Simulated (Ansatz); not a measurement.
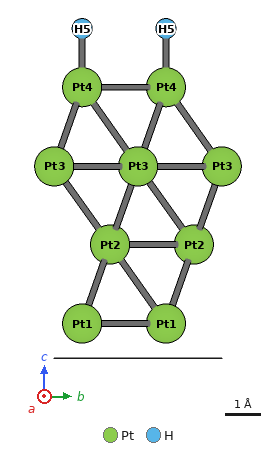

A slab of composition HPt4 (cut from the Fm-3m phase), before the constrained relaxation. Style: ball-and-stick. Shown: the 3 × 2 repeat of the cell, outlined in the plane, without the vacuum, along the a axis.

Case: H put at a top Pt site. The slab is the (1 1 1) face of Pt with H on it. 2 atoms are held fixed.

Method: DFT PBEsol, scalar-relativistic, plane waves, PAW in Ansatz 0.2.0.

Input file:
```yaml
crystal:
  lattice:
    - [2.7704872837, 0.0, 0.0]
    - [-1.3852436419, 2.3993123686, 0.0]
    - [0.0, 0.0, 25.7862801841]
  atoms:
    - { symbol: Pt, position: [0.6666666667, 0.3333333333, 0.329632655] }
    - { symbol: Pt, position: [0.3333333333, 0.6666666667, 0.4173573434] }
    - { symbol: Pt, position: [0.0, 0.0, 0.5040837654] }
    - { symbol: Pt, position: [0.6666666667, 0.3333333333, 0.5920075958] }
    - { symbol: H, position: [0.6666666667, 0.3333333333, 0.6571585206] }
basis:
  ecutwfc: 420
kpoints:
  mp_grid: { grid: [12, 12, 1] }
hamiltonian:
  xc: pbesol
scf:
  occupations: { method: gaussian, width: 0.1 }
output:
  forces: true
  eigenvalues: true
  write_density: true
  write_potential: true
  elf: true
  volumetric_format: npy
relax:
  adjacent_minimum: "off"
  f_tol: 0.03
  max_steps: 70
  constraints: [{ sites: [0, 1] }]
efield:
  axis: 3
  dipole_correction: true
  ramp_width: 0.04
```

Launched with:
```bash
ansatz run input.yaml --threads 2 --pin off --max-ram 5120MiB --backend cpu --events-out ev --progress --plain --runs-dir out
```

Where does the constrained relaxation end?

Answer. The energy falls by 0.129 eV per cell of the calculation in 3 geometry steps. Largest force component: 1.9 eV/Å at the start, 0.022 eV/Å at the end. The atom that moves furthest is Pt4 (0.090 Å along the normal (+c)). By element the largest moves are Pt 0.090 Å, H 0.036 Å. The cell doesn't change. Among the contacts that change: Pt4–H5 1.680 → 1.554 Å, Pt3–Pt4 2.775 → 2.818 Å, Pt2–Pt3 2.750 → 2.780 Å.

The end point in the same view:

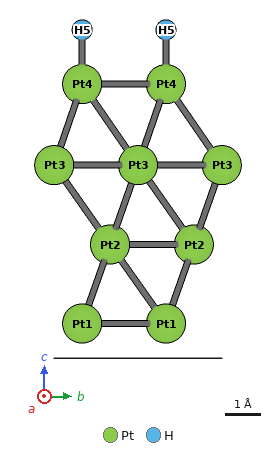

Limits of the set-up: the periodic images lie only 2.8 Å apart, so the values are limited by the cell's size.
